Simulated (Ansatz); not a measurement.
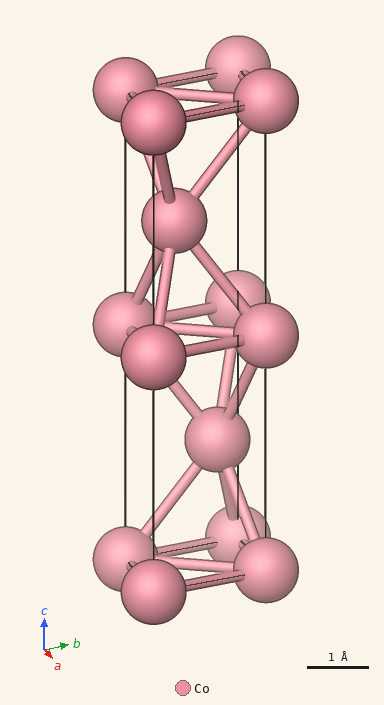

Drawn in the ball-and-stick manner and seen slightly off an axis. Thin lines show the unit cell, with boundary atoms drawn in all their periodic places. Cell: a = 2.46 Å, b = 2.46 Å, c = 7.96 Å, α = 90.00°, β = 90.00°, γ = 120.00°.

Starting structure: a structure listed in the Materials Project. The cell was then strained or its atoms displaced on purpose. A calculation with Ansatz used it as input.

**In words:**

The element is cobalt. Strictly the space group is P2_1/m (No. 11, within 0.01 Å). It is a distorted form of a primitive hexagonal structure, space group P6_3/mmc (No. 194) within 0.45 Å: double hexagonal close-packed (α-La type). The cell holds four atoms. The neighbours of Co are twelve Co at about 2.4 to 2.5 Å. The bonds build a three-dimensional framework.

All computed values are from DFT PBEsol, scalar-relativistic, plane waves, PAW (Ansatz 0.2.0). Settings: E_cut = 420 eV, k-mesh 24×24×6, Gaussian smearing of 0.15 eV, collinear spins.

**Which atoms carry magnetic moments in this run, and how do they order?**

The state reached is ferromagnetic. Sizes: Co 1.7 μB; net moment 6.4 μB in the run's cell of 4 atoms.

**Does it come out as a metal, or with a gap?**

A metal: bands cross the Fermi level.

**Does this geometry sit at a stationary point of the energy?**

No. The largest force is 0.51 eV/Å, on Co. The pressure is 0.9 GPa. The stress isn't hydrostatic: its largest component is 3.0 GPa.

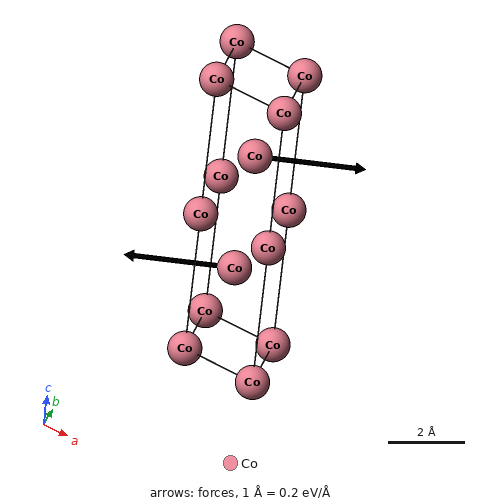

The forces as arrows. The run's cell of 4 atoms is drawn.
